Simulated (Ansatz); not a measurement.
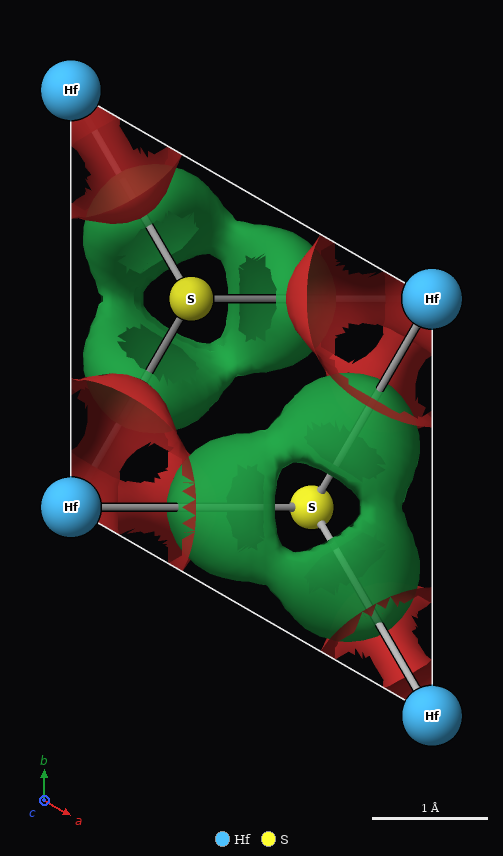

Figure. HfS$_{2}$. Deformation density (self-consistent density less superposed neutral spherical atoms): green surfaces at +0.06 and red ones at −0.06 e/Å³, in the conventional cell seen along the c axis (the regions close to the nuclei are left out). Cores are masked to 1.0 Å (Hf) and 0.7 Å (S).

Space group P-3m1. The cell comes from a database of computed structures, not from a measurement.

All numbers below come from Ansatz, DFT PBE, scalar-relativistic, plane waves, PAW.

Core electrons are frozen (PAW), so the fields are smoothed inside the atomic spheres.

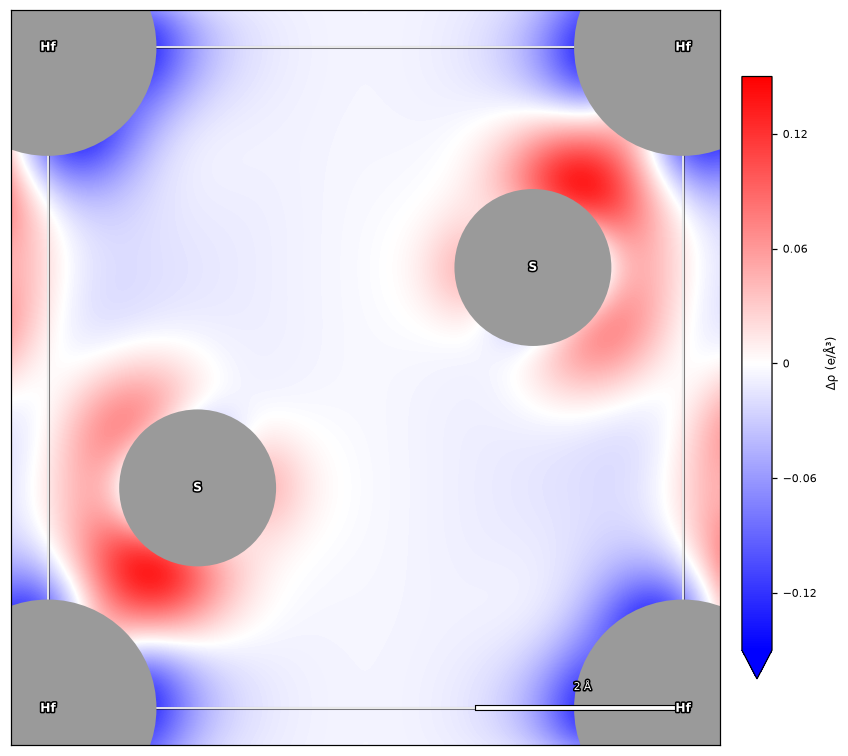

The same field as a map on the (110) plane of the conventional cell, with grey discs over the atomic cores.

Describe the bonding charge.

Answer. Hf–S (2.54 Å): Δρ is +0.1 e/Å³ at the midpoint. Over the whole cell, outside the masked cores, the largest gain, 0.13 e/Å³, lies 1.0 Å from a sulfur nucleus and 1.6 Å from a hafnium one, and the largest loss, 0.1 e/Å³, lies 1.1 Å from a hafnium nucleus. In all about 0.26 e an atom is rearranged against the free atoms. Bader charges: Hf +2.14 and S −1.07 e.
